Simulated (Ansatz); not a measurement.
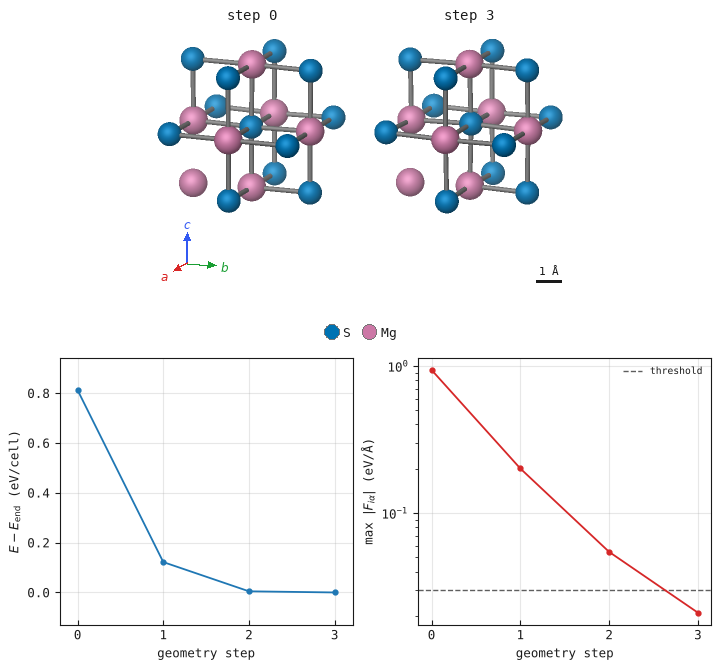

First and last geometry of a relaxation of a defect cell of composition S31Mg33 (cell charge −2), with the history of the run. A ball-and-stick model of the atoms within 4.2 Å of the atom that moves most (axes of the cell of the calculation (origin shifted)), seen slightly off an axis.

The atoms of the start lie slightly off their symmetric places, so part of the fall in energy undoes that.

The calculation used DFT, PBEsol, PAW, plane waves in Ansatz. (plane-wave cutoff 420 eV; k-point mesh 1 × 1 × 1; mesh shifted by (0.25, 0.25, 0.25); collinear spin; atoms relaxed in a fixed cell; force threshold 0.03 eV/Å; at most 80 steps)

### Did the run converge, and what did it change?

It converged. Over 3 geometry steps the energy falls by 0.812 eV per cell of the calculation. Largest force component: 0.94 eV/Å at the start, 0.021 eV/Å at the end. The atom that moves furthest is an S atom (0.18 Å roughly along [0 1 1]). Largest moves by element: S 0.18 Å, Mg 0.16 Å. The cell doesn't change. Near-neighbour distances that change, for instance: Mg–S 2.548 → 2.695 Å, Mg–S 2.640 → 2.517 Å, Mg–S 2.574 → 2.695 Å, Mg–Mg 2.585 → 2.673 Å. Among the angles between lasting bonds that change: Mg–S–Mg 179.6° → 172.9°, Mg–S–Mg 91.5° → 86.3°, Mg–S–Mg 88.5° → 93.4°.

```json
{"step": "0", "E − E(0), meV/atom": "0.00", "largest force component, eV/Å": "0.9395"}
{"step": "1", "E − E(0), meV/atom": "-10.78", "largest force component, eV/Å": "0.2007"}
{"step": "2", "E − E(0), meV/atom": "-12.62", "largest force component, eV/Å": "0.0544"}
{"step": "3", "E − E(0), meV/atom": "-12.69", "largest force component, eV/Å": "0.0210"}
```

Limits of the set-up: the cell is charged, on a uniform background, and energies carry no finite-size correction.
